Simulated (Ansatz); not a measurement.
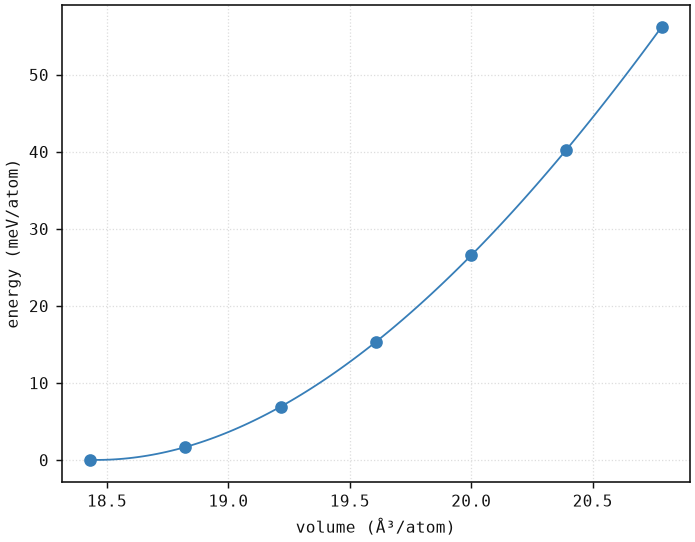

The picture above shows the energy against volume.

Computed with Ansatz 0.2.0: all-electron LAPW DFT, no spin polarisation; energies at scaled volumes of the given cell, shape and fractions fixed, counted from the fit's minimum, third-order Birch-Murnaghan fit. Level: PBEsol.

Question: For which of these solids was it computed?
A. ZnS, P6_3mc (No. 186)
B. Ge, Cmmm (No. 65)
C. Pb, Fd-3m (No. 227)

Answer: B, Ge: energy from 0.01 meV/atom to 56.19 meV/atom, V0 18.46 Å³/atom, B0 76.7 GPa. The others give: ZnS, energy from 0.46 meV/atom to 34.33 meV/atom, V0 19.22 Å³/atom, B0 78.7 GPa; Pb, energy from 0.11 meV/atom to 24.55 meV/atom, V0 41.27 Å³/atom, B0 30.4 GPa.

For Ge, limits of the calculation: the fit and the printed pressures don't fully agree, or the minimum lies near the end of the range; shape and atomic fractions are frozen while scaling, which makes layered, chain and framework solids too stiff.

For Pb, limits of the calculation: spin-orbit coupling left out, heavy elements.

For ZnS, limits of the calculation: shape and atomic fractions are frozen while scaling, which makes layered, chain and framework solids too stiff.
